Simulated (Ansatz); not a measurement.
Geometry relaxation of Sn8O (part 2 of 2)

Continued. System: Sn8O (slab, 9 atoms in the cell). Method: DFT PBEsol, scalar-relativistic, plane waves, PAW, no spin polarisation (Ansatz 0.2.0); cutoff 420 eV, 6×5×1 k-mesh, Gaussian smearing of 0.1 eV. The structure derives from an entry of the Crystallography Open Database. The input holds or restrains some coordinates. Forces given for the steps count only the free coordinates. It belongs to a series of runs on one base structure; here: O over the place (0/6, 3/6) of the surface cell, its height relaxed.

Geometry of the input (Å; fractional positions):
```
4.6256  0.0000  0.0000
0.0000  6.5416  0.0000
0.0000  0.0000  25.9384
Sn 0.5000  0.0000  0.3277
Sn 0.0000  0.2500  0.3277
Sn 0.0000  0.5000  0.4169
Sn 0.5000  0.7500  0.4169
Sn 0.5000  -0.0008  0.5078
Sn 0.0000  0.2508  0.5078
Sn 0.0000  0.5006  0.5966
Sn 0.5000  0.7494  0.5966
O  0.0000  1.0006  0.5589
```

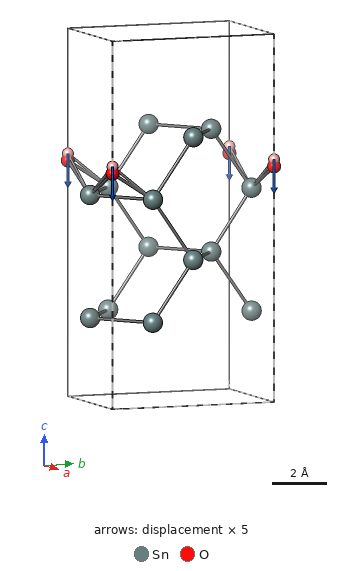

Fig. 1: Start (faint) and end (solid) with the displacements as blue arrows, magnified 5 times (ball-and-stick view of the cell of the calculation, with the vacuum cut short, seen slightly off an axis). The energy falls by 10.8 meV per atom in 4 geometry steps. The largest force component goes from 0.61 to 0.0026 eV/Å. The atom that moves furthest is O9 (0.26 Å). Sn stays in place. The cell doesn't change. Among the contacts that change: Sn6–O9 2.106 → 1.950 Å, Sn5–O9 2.666 → 2.544 Å. Among the angles that change: O9–Sn5–O9 120.4° → 130.7°, Sn5–O9–Sn5 120.4° → 130.7°, Sn3–Sn6–O9 163.7° → 157.6°. (Atoms are counted from 1 in the order of the input.)

```
WARN: The output density's exchange-correlation potential varies sharply where the density is thin. Do not read a vacuum level from v_tot or v_xc, or from such a field of the output density. On a cell that repeats whose density bears no net charge and no dipole along the vacuum's axis use v_es (v_loc + v_h of the components); under efield.dipole_correction with no amplitude use v_es + v_field, which holds any external_charges[].barrier, or the levels of the report's work_function block, which leave it out; under a non-zero efield.amplitude the vacuum is tilted and has no level; on a cell that repeats and bears such a dipole with no correction it is tilted too, and efield.dipole_correction with no amplitude gives each side of its ramp a level where efield: is served; in a cell that repeats whose density bears a net charge (total_charge, or a fill off its count) it is curved and has none; of a slab under crystal.periodic whose density bears no net charge use v_es, which has a level on each side, short of where the two are joined; of another it falls or rises all the way out and has none; of a slab beside external_charges read slab_vacuum_level instead, which it has where they leave it neutral. The grid or the basis barely resolves most such structure, and the values can differ between equally converged runs; as a rule a tighter scf.convergence.dr2_threshold does not remove it. Where the density itself ripples (under the LDA too) a higher basis.ecutwfc lessens it. The files hold the spikes' plane waves up to the density's cutoff. Files: v_tot_of_output_density and the like, and their columns of v_z.tsv (output.write_potential); v_xc_of_output_density and the like, and their columns of v_comp_z.tsv (output.write_potential_components). Measured: with its Gaussian average of σ = 0.25 Å subtracted twice, the exchange-correlation potential is over 0.1 eV at 2 of the grid points where the equally averaged density (valence and model cores) is under 1e-3 e/Å³, and 0.104 eV at the most among them, at an averaged density of 8.6e-4 e/Å³. The input density's (outcome.potential() and, of a run that writes arrays, v_tot and v_xc) is over 0.1 eV, so measured, at 2 points of its own thin density, 0.103 eV at the most. See output.write_potential in the manual, Limitations
SCF converged after 2 iterations
Free energy (F): -48153.360587 eV
Harris-Foulkes:  -48153.360587 eV  (|F-HF|=3.36e-8)
Internal energy: -48153.313856 eV  (E = F + TS)
E sigma→0 (E₀):  -48153.337222 eV
Entropy (-TS):   -0.046731 eV (-5.192 meV/atom)
Fermi energy:    -0.165119 eV
Dipole field:    D = 0.003444 V/Å  (p = 0.014939 e·Å, saw-weighted, corrected)
Work function:   Φ+ = 4.3194 eV   Φ− = 4.4087 eV
Levels:          The Fermi level and band energies are counted from a zero that moves with the ramp; work functions are not
--- Per-component energies (eV) ---
  E_band       = -1903.792448
  E_kinetic    = 1668.747928
  E_local      = -86259.777427  (includes V_loc(G=0)·N_el)
  E_nonlocal   = -195.173822
  E_hartree    = 43308.371555
  E_xc         = -3102.215592
  E_vxc        = -862.445557  (∫ρ·V_xc dr)
  E_paw        = -32671.868931  (= ΣΔE_a)
  E_vpaw       = -2871.817841  (= ΣTr[D̂ρ^β])
  E_aug_tail   = 0.002314  (compensation charges beyond the density's cutoff)
  E_efield     = 0.000026  (sawtooth field / dipole correction)
  E_vefield    = -0.047017  (∫n·V_field dr)
  E_ewald      = 29096.286088
  E_core_change = 2.314006  (= ΣΔE_core)
  E_smearing   = -0.046731  (= −TS)
  E_closure    = 0.000000  (closes the sum)
  Σ components = -48153.360587   (vs F -48153.360587, Δ=0.00e0)
--- Forces (eV/Å), atoms counted from 1 ---
  atom   1  Sn     0.00000000     0.11195249     0.05085981
  atom   2  Sn     0.00000000    -0.04980195    -0.25523347
  atom   3  Sn     0.00000000    -0.10061193    -0.19211554
  atom   4  Sn     0.00000000    -0.00982795     0.06138534
  atom   5  Sn     0.00000000    -0.75965246     0.40818454
  atom   6  Sn     0.00000000     2.08496317    -0.32623702
  atom   7  Sn     0.00000000     0.25840370     0.21235381
  atom   8  Sn     0.00000000    -0.11161683     0.04342251
  atom   9  O      0.00000000    -1.42378539    -0.00261482
  max |Σ_I F_I| component: 2.28e-5 eV/Å
--- Band table (eV; the first three rows and the last of 12) ---
  k-point 0: bands = ["-22.0684", "-21.8381", "-21.7887", "-21.7299", "-21.7191", "-21.6710", "-21.6591", "-21.6522", "-21.6142", "-21.5668", "-21.5562", "-21.5311", "-21.5121", "-21.5101", "-21.5096", "-21.4739", "-21.4303", "-21.4095", "-21.4067", "-21.3919", "-21.3725", "-21.3530", "-21.3499", "-21.3451", "-21.3147", "-21.2961", "-21.2728", "-21.2725", "-21.2677", "-21.2499", "-21.2185", "-21.1962", "-21.1958", "-21.1670", "-21.1541", "-21.1055", "-21.0924", "-21.0917", "-21.0818", "-20.9924", "-17.7555", "-9.9660", "-9.0268", "-8.3800", "-7.7204", "-7.1279", "-6.0912", "-4.6862", "-4.1861", "-3.6954", "-3.2448", "-2.5028", "-2.3455", "-1.7806", "-1.7686", "-1.1701", "-0.8260", "-0.4949", "-0.1642", "0.5685", "0.6882", "1.0667", "1.1494", "1.7500", "1.9024", "2.0628", "2.5533", "2.8004", "3.5299", "3.5950", "3.7869"]
  k-point 1: bands = ["-22.0684", "-21.8374", "-21.7862", "-21.7278", "-21.7142", "-21.6761", "-21.6641", "-21.6519", "-21.6155", "-21.5726", "-21.5584", "-21.5336", "-21.5208", "-21.5038", "-21.5031", "-21.4690", "-21.4298", "-21.4108", "-21.4086", "-21.3887", "-21.3717", "-21.3560", "-21.3445", "-21.3416", "-21.3151", "-21.2961", "-21.2809", "-21.2764", "-21.2701", "-21.2376", "-21.2126", "-21.1970", "-21.1952", "-21.1684", "-21.1559", "-21.1075", "-21.0964", "-21.0891", "-21.0826", "-20.9931", "-17.7544", "-9.8639", "-9.0341", "-8.4267", "-8.2441", "-6.5807", "-5.8975", "-4.6706", "-4.6097", "-3.8923", "-3.0056", "-2.5407", "-2.1879", "-1.6796", "-1.6593", "-0.9251", "-0.9031", "-0.5921", "-0.0695", "0.4056", "0.6265", "0.6464", "1.2690", "1.4919", "1.8337", "2.2354", "2.5130", "3.0892", "3.2953", "3.9058", "3.9490"]
  k-point 2: bands = ["-22.0684", "-21.8362", "-21.7818", "-21.7222", "-21.7017", "-21.6874", "-21.6772", "-21.6518", "-21.6148", "-21.5791", "-21.5620", "-21.5374", "-21.5348", "-21.4968", "-21.4870", "-21.4685", "-21.4286", "-21.4125", "-21.4104", "-21.3833", "-21.3733", "-21.3594", "-21.3370", "-21.3333", "-21.3150", "-21.2959", "-21.2890", "-21.2835", "-21.2746", "-21.2230", "-21.2021", "-21.1985", "-21.1941", "-21.1708", "-21.1606", "-21.1112", "-21.0995", "-21.0881", "-21.0838", "-20.9943", "-17.7527", "-9.5955", "-9.0816", "-8.8247", "-8.4647", "-5.9878", "-5.4093", "-5.1646", "-4.6447", "-4.3874", "-3.0468", "-2.5130", "-1.5851", "-1.4632", "-1.2473", "-1.0498", "-0.8786", "-0.5918", "-0.2337", "-0.0317", "0.2383", "0.6416", "1.0952", "1.4718", "1.7644", "2.1882", "2.8533", "3.2974", "3.5608", "4.0250", "4.0430"]
  k-point 11: bands = ["-22.0531", "-21.8429", "-21.8197", "-21.7206", "-21.6746", "-21.6694", "-21.6501", "-21.6224", "-21.6121", "-21.5724", "-21.5647", "-21.5288", "-21.5173", "-21.5147", "-21.4748", "-21.4558", "-21.4510", "-21.4452", "-21.4131", "-21.3923", "-21.3699", "-21.3572", "-21.3566", "-21.3298", "-21.3265", "-21.3040", "-21.2868", "-21.2745", "-21.2524", "-21.2340", "-21.2265", "-21.2261", "-21.1984", "-21.1751", "-21.1205", "-21.1185", "-21.1128", "-21.0969", "-21.0192", "-21.0182", "-17.7098", "-8.8623", "-8.6008", "-7.8697", "-7.7668", "-6.6804", "-6.5955", "-6.3761", "-6.1211", "-3.8162", "-3.5506", "-3.3874", "-2.5580", "-2.0778", "-1.7604", "-1.7093", "-1.1478", "-0.9101", "-0.7019", "-0.1772", "0.2858", "0.9206", "1.7662", "2.0069", "2.6584", "2.9717", "3.2996", "3.6044", "4.0317", "4.3001", "4.3226"]
--- Relaxed structure (5 steps of the walk, 5 accepted, 0 SCFs on fresh bases) ---
  F+E_penalty+E_count = -48153.36058724 eV   max|allowed force component| = 2.615e-3 eV/Å
  atoms:
    - { symbol: Sn, position: [0.5, 0.0, 0.32769984369999994] }
    - { symbol: Sn, position: [0.0, 0.25, 0.32769984369999994] }
    - { symbol: Sn, position: [0.0, 0.5, 0.41686466599999994] }
    - { symbol: Sn, position: [0.5, 0.75, 0.41686466599999994] }
    - { symbol: Sn, position: [0.5, -0.0008212281, 0.5077593929999998] }
    - { symbol: Sn, position: [0.0, 0.2508212281, 0.5077593929999998] }
    - { symbol: Sn, position: [0.0, 0.5006201598, 0.5966396218999999] }
    - { symbol: Sn, position: [0.5, 0.7493798402, 0.5966396218999999] }
    - { symbol: O, position: [0.0, 1.0006201598, 0.5486495218423418] }
```

## Trajectory as extended XYZ (Å, eV, eV/Å), 5 frames, from step=1 to step=5
```
9
Lattice="4.6256 0.0000 0.0000 0.0000 6.5416 0.0000 0.0000 0.0000 25.9384" Properties=species:S:1:pos:R:3:forces:R:3 step=1 energy=-48153.26316
Sn    2.3128    0.0000    8.5000    0.0000   0.1530   0.0867
Sn    0.0000    1.6354    8.5000    0.0000  -0.0708  -0.1955
Sn    0.0000    3.2708   10.8128    0.0000  -0.0527  -0.2504
Sn    2.3128    4.9062   10.8128    0.0000   0.0408   0.0098
Sn    2.3128   -0.0054   13.1705    0.0000  -0.4624   0.2798
Sn    0.0000    1.6408   13.1705    0.0000   0.2680   0.5215
Sn    0.0000    3.2748   15.4759    0.0000   0.1399   0.1019
Sn    2.3128    4.9021   15.4759    0.0000   0.0891   0.0569
O     0.0000    6.5456   14.4959    0.0000  -0.1050  -0.6103
9
Lattice="4.6256 0.0000 0.0000 0.0000 6.5416 0.0000 0.0000 0.0000 25.9384" Properties=species:S:1:pos:R:3:forces:R:3 step=2 energy=-48153.31403
Sn    2.3128    0.0000    8.5000    0.0000   0.1391   0.0767
Sn    0.0000    1.6354    8.5000    0.0000  -0.0633  -0.2287
Sn    0.0000    3.2708   10.8128    0.0000  -0.0721  -0.2277
Sn    2.3128    4.9062   10.8128    0.0000   0.0242   0.0302
Sn    2.3128   -0.0054   13.1705    0.0000  -0.5624   0.3404
Sn    0.0000    1.6408   13.1705    0.0000   0.7573   0.2949
Sn    0.0000    3.2748   15.4759    0.0000   0.1931   0.1436
Sn    2.3128    4.9021   15.4759    0.0000  -0.0037   0.0533
O     0.0000    6.5456   14.4039    0.0000  -0.4122  -0.4826
9
Lattice="4.6256 0.0000 0.0000 0.0000 6.5416 0.0000 0.0000 0.0000 25.9384" Properties=species:S:1:pos:R:3:forces:R:3 step=3 energy=-48153.35971
Sn    2.3128    0.0000    8.5000    0.0000   0.1084   0.0469
Sn    0.0000    1.6354    8.5000    0.0000  -0.0480  -0.2552
Sn    0.0000    3.2708   10.8128    0.0000  -0.1030  -0.1890
Sn    2.3128    4.9062   10.8128    0.0000  -0.0143   0.0643
Sn    2.3128   -0.0054   13.1705    0.0000  -0.7841   0.4120
Sn    0.0000    1.6408   13.1705    0.0000   2.3015  -0.4227
Sn    0.0000    3.2748   15.4759    0.0000   0.2628   0.2201
Sn    2.3128    4.9021   15.4759    0.0000  -0.1208   0.0409
O     0.0000    6.5456   14.2089    0.0000  -1.6029   0.0827
9
Lattice="4.6256 0.0000 0.0000 0.0000 6.5416 0.0000 0.0000 0.0000 25.9384" Properties=species:S:1:pos:R:3:forces:R:3 step=4 energy=-48153.36059
Sn    2.3128    0.0000    8.5000    0.0000   0.1119   0.0508
Sn    0.0000    1.6354    8.5000    0.0000  -0.0498  -0.2552
Sn    0.0000    3.2708   10.8128    0.0000  -0.1006  -0.1922
Sn    2.3128    4.9062   10.8128    0.0000  -0.0098   0.0614
Sn    2.3128   -0.0054   13.1705    0.0000  -0.7597   0.4082
Sn    0.0000    1.6408   13.1705    0.0000   2.0849  -0.3262
Sn    0.0000    3.2748   15.4759    0.0000   0.2584   0.2123
Sn    2.3128    4.9021   15.4759    0.0000  -0.1116   0.0434
O     0.0000    6.5456   14.2311    0.0000  -1.4238  -0.0026
9
Lattice="4.6256 0.0000 0.0000 0.0000 6.5416 0.0000 0.0000 0.0000 25.9384" Properties=species:S:1:pos:R:3:forces:R:3 step=5 energy=-48153.36059
Sn    2.3128    0.0000    8.5000    0.0000   0.1120   0.0509
Sn    0.0000    1.6354    8.5000    0.0000  -0.0498  -0.2552
Sn    0.0000    3.2708   10.8128    0.0000  -0.1006  -0.1921
Sn    2.3128    4.9062   10.8128    0.0000  -0.0098   0.0614
Sn    2.3128   -0.0054   13.1705    0.0000  -0.7597   0.4082
Sn    0.0000    1.6408   13.1705    0.0000   2.0850  -0.3262
Sn    0.0000    3.2748   15.4759    0.0000   0.2584   0.2124
Sn    2.3128    4.9021   15.4759    0.0000  -0.1116   0.0434
O     0.0000    6.5456   14.2311    0.0000  -1.4238  -0.0026
```

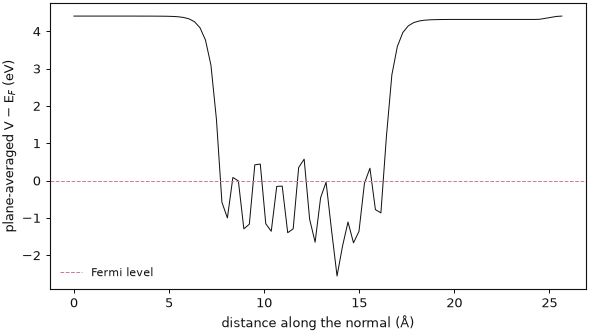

Fig. 2: Plane average of the electrostatic potential energy of an electron across the cell, from the Fermi level. The vacuum level lies 4.32 eV above the Fermi level on the upper side and 4.41 eV on the lower.

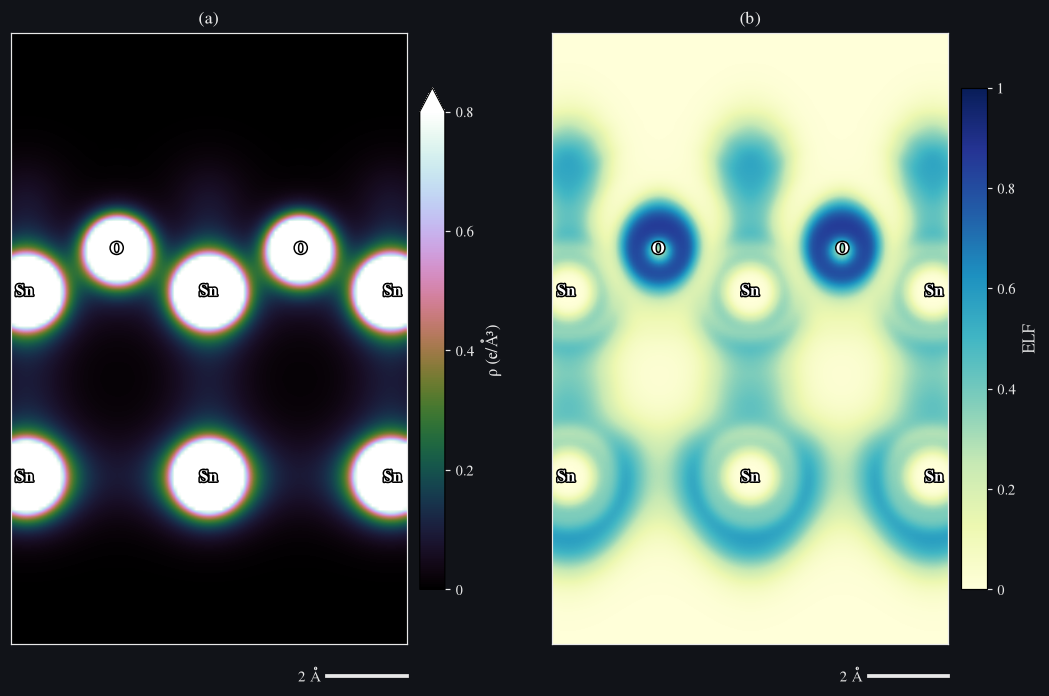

Fig. 3: (a) valence charge density (pseudo); (b) electron localisation function on the (010) plane of the calculation cell, a cut from vacuum to vacuum. Atoms in the plane: Sn and O. The density dies away to nearly zero in the vacuum. The fields are those of the smooth PAW valence density.

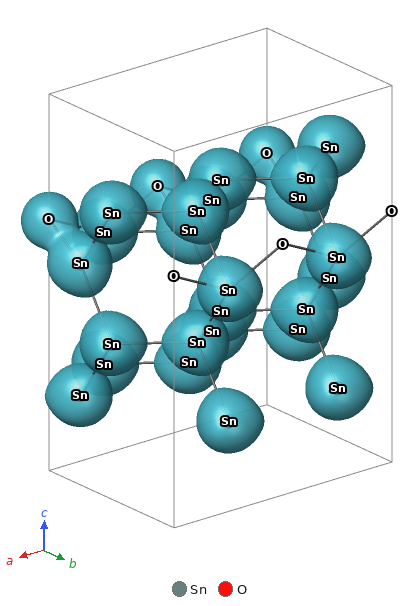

Fig. 4: Isosurface of the valence pseudo-density at 0.4 e/Å³ (cyan), seen at an oblique angle. Sticks mark near contacts. At this value the density breaks into separate islands; it holds about 75 % of the electrons treated as valence (semicore included). It is pinched off along the Sn–Sn (2.83 Å) and Sn–Sn (2.87 Å) contacts. On the grid the lowest density along these lines, outside the cores, is 0.85 e/Å³ (Sn–O, 1.95 Å), 0.34 e/Å³ (Sn–Sn, 2.83 Å) and 0.31 e/Å³ (Sn–Sn, 2.87 Å).
